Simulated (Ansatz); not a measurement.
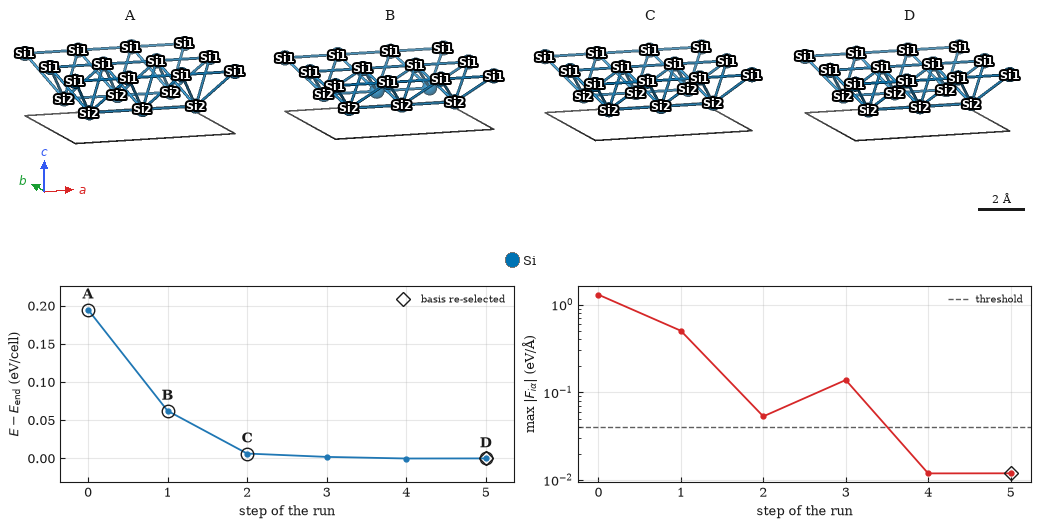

Frames of a relaxation of a free-standing layer of Si (a generated structure, set up in Pmmn) (coarse preliminary run), marked on the history of the run. Style: ball-and-stick. Shown: the 3 × 2 repeat of the cell, outlined in the plane, without the vacuum, slightly off an axis.

These are results of DFT PBE, scalar-relativistic, plane waves, PAW (Ansatz 0.2.0), not measurements.

Input
```yaml
crystal:
  lattice:
    - [2.484846, 0.0, 0.0]
    - [0.0, 3.504746, 0.0]
    - [0.0, 0.0, 16.0]
  atoms:
    - { symbol: Si, position: [0.0, 0.0, 0.55638491] }
    - { symbol: Si, position: [0.5, 0.5, 0.44361509] }
  periodic: [true, true, false]
basis:
  ecutwfc: 420
kpoints:
  mp_grid: { grid: [8, 6, 1] }
hamiltonian:
  xc: pbe
scf:
  occupations: { method: gaussian, width: 0.1 }
  lower_state_search: "off"
output:
  forces: true
  stress: true
  eigenvalues: true
relax:
  adjacent_minimum: "off"
  f_tol: 0.04
  max_steps: 70
  cell: { stress_2d_tol: 0.16 }
```

Command:
```bash
ansatz run input.yaml --threads 1 --pin off --max-ram 2048MiB --backend cpu --events-out ev --progress --plain --runs-dir out
```

> Describe the path.

After 4 accepted moves (5 points after the start) the energy has fallen by 0.195 eV per cell of the calculation. Largest force component: 1.3 eV/Å at the start, 0.012 eV/Å at the end. At 1 point the geometry stayed and the basis and grid were re-selected for the new cell (energy shift of 0.1 meV per cell of the calculation at most each time). The largest moves relative to the cell and the layer's centre, 0.13 Å, are those of Si1 and Si2. Si1 goes along the normal (−c). In the plane the drawn cell goes a 7.455 → 7.212 Å (−3.3 %), b 7.009 → 6.995 Å (−0.2 %). Near-neighbour distances that change, for instance: Si1–Si2 2.805 → 2.624 Å, Si1–Si1 2.485 → 2.404 Å. The program noted that it reset the height of the cell. From step 0 to 1: Si atoms move most (0.20 Å), energy −0.133 eV per cell of the calculation. From step 1 to 2: Si atoms move most (0.06 Å), energy −56.0 meV per cell of the calculation. From step 2 to 5: energy −6.4 meV per cell of the calculation.

| step | E − E(0), meV/atom | largest force component, eV/Å | note |
| --- | --- | --- | --- |
| 0 | 0.00 | 1.2973 |  |
| 1 | -66.33 | 0.5032 |  |
| 2 | -94.36 | 0.0531 |  |
| 3 | -96.54 | 0.1380 |  |
| 4 | -97.60 | 0.0119 |  |
| 5 | -97.54 | 0.0119 | same geometry, new basis |
